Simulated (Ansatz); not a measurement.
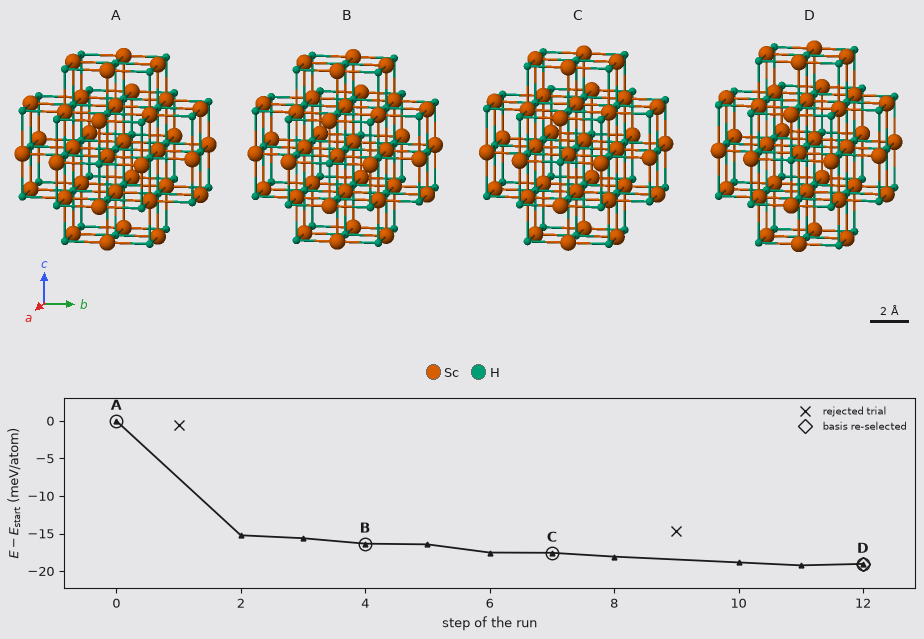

Frames of a relaxation of solid ScH (set up in I4/mmm) (coarse preliminary run), marked on the history of the run. The picture is a ball-and-stick view of the conventional cell (4 times the calculation's cell), seen slightly off an axis. Lengths and directions refer to the drawn axes.

Case: 1 H put on empty site 1 of 1 host cells, relaxed.

Method: DFT r2SCAN, scalar-relativistic, plane waves, PAW (Ansatz 0.2.0). Settings: plane-wave cutoff 500 eV; k-point mesh 8 × 8 × 8; occupations gaussian; smearing width 0.1 eV; no spin polarisation; cell and atoms relaxed; force threshold 0.0325 eV/Å; at most 70 steps.

> What happens along the run?

Over 9 accepted moves (12 points after the start) the energy falls by 19.0 meV per atom. All forces vanish by symmetry, so only the cell relaxes. The pressure goes from −5.09 to 0.03 GPa. The line search rejected the trial steps at points 1, 9 of the run. The SCF was repeated once at an unchanged geometry on a basis and grid sized afresh for the cell, which shifted the energy by 0.2 meV per atom at most. No atom moves by more than 0.005 Å relative to the cell. The drawn cell changes as follows: a = b 4.632 → 4.374 Å (−5.6 %), c 4.680 → 4.946 Å (+5.7 %); the volume changes by −5.8 %. Some distances before and after: Sc–Sc 3.275 → 3.093 Å, H–Sc 2.340 → 2.473 Å, H–Sc 2.316 → 2.187 Å, Sc–Sc 3.292 → 3.301 Å. The space group stays I4/mmm (No. 139). The run took 13 s on 2 threads of Arm Neoverse V2, with other jobs on the host, peak memory 0.37 GiB. From step 0 to 4: volume −7.9 %, energy −16.3 meV per atom. From step 4 to 7: volume +1.5 %, energy −1.2 meV per atom. From step 7 to 12: volume +0.8 %, energy −1.5 meV per atom.

```json
{"step": "0", "E − E(0), meV/atom": "0.00", "pressure, GPa": "-5.09", "volume, Å³/atom": "12.552", "note": ""}
{"step": "1", "E − E(0), meV/atom": "-0.56", "pressure, GPa": "6.41", "volume, Å³/atom": "10.864", "note": "rejected"}
{"step": "2", "E − E(0), meV/atom": "-15.23", "pressure, GPa": "-0.44", "volume, Å³/atom": "11.743", "note": ""}
{"step": "3", "E − E(0), meV/atom": "-15.62", "pressure, GPa": "0.11", "volume, Å³/atom": "11.663", "note": ""}
{"step": "4", "E − E(0), meV/atom": "-16.34", "pressure, GPa": "0.95", "volume, Å³/atom": "11.562", "note": ""}
{"step": "5", "E − E(0), meV/atom": "-16.43", "pressure, GPa": "1.73", "volume, Å³/atom": "11.499", "note": ""}
{"step": "6", "E − E(0), meV/atom": "-17.53", "pressure, GPa": "0.24", "volume, Å³/atom": "11.698", "note": ""}
{"step": "7", "E − E(0), meV/atom": "-17.56", "pressure, GPa": "0.03", "volume, Å³/atom": "11.738", "note": ""}
{"step": "8", "E − E(0), meV/atom": "-18.07", "pressure, GPa": "-0.53", "volume, Å³/atom": "11.878", "note": ""}
{"step": "9", "E − E(0), meV/atom": "-14.70", "pressure, GPa": "-2.17", "volume, Å³/atom": "12.188", "note": "rejected"}
{"step": "10", "E − E(0), meV/atom": "-18.84", "pressure, GPa": "-0.38", "volume, Å³/atom": "11.872", "note": ""}
{"step": "11", "E − E(0), meV/atom": "-19.23", "pressure, GPa": "0.05", "volume, Å³/atom": "11.827", "note": ""}
{"step": "12", "E − E(0), meV/atom": "-19.03", "pressure, GPa": "0.03", "volume, Å³/atom": "11.827", "note": "same geometry, new basis"}
```
